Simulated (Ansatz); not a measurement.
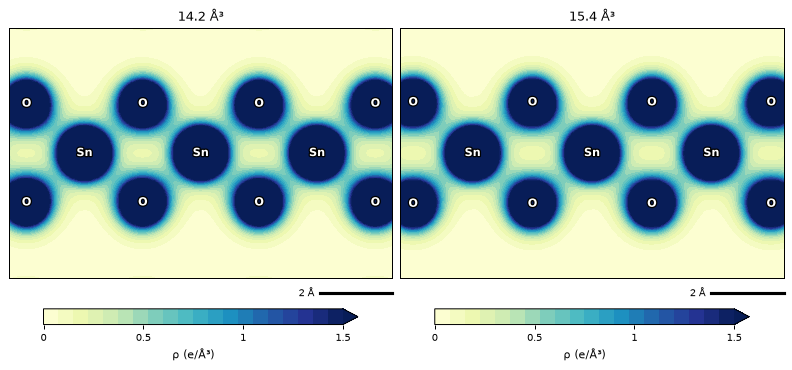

SnO2. The valence electron density of cells scaled evenly to different volumes (given per atom above each panel), on the (011) plane of each (indices in the axes of the cell below), at one length scale and on one colour scale.

A structure from a database of computed crystals, not necessarily the ambient phase.

Method: Ansatz, Kohn-Sham DFT of a periodic cell, r2SCAN, Ansatz PAW.

The density is the valence pseudo-density of a PAW calculation; it isn't the true density close to the nuclei.

The largest cell:

```yaml
crystal:
  lattice:
    - [3.29762, 0.00000, 0.00000]
    - [-1.64881, 0.95194, 4.89475]
    - [1.64881, -2.85582, 0.00000]
  atoms:
    - { symbol: Sn, position: [0.50000, 0.50000, 0.50000] }
    - { symbol: O, position: [0.76283, 0.28849, 0.76283] }
    - { symbol: O, position: [0.23717, 0.71151, 0.23717] }
```

| volume (Å³/atom) | Sn–O contact in the plane (Å) | ρ at its midpoint (e/Å³) | pressure (GPa) | gap on the mesh (eV) | 
| --- | --- | --- | --- | --- |
| 14.21 | 2.111 | 0.610 | −4.3 | 2.58 | 
| 14.50 | 2.125 | ? | ? | ? | 
| 15.37 | 2.167 | 0.547 | −14.0 | 2.05 | 

Question: Estimate the missing row, and compare with the calculation.

Answer: Over the known rows ln ρ falls by 1.95 per Å of Sn–O distance (the line through the two), which gives 0.594 e/Å³ at 2.125 Å; the calculation gives 0.593 e/Å³. For the pressure, a straight line in volume between the neighbouring rows gives −6.7 GPa; the calculation gives −7.2, lower because pressure rises ever faster on compression. For the gap on the mesh, a straight line in volume between the neighbouring rows gives 2.45 eV; the calculation gives 2.43.
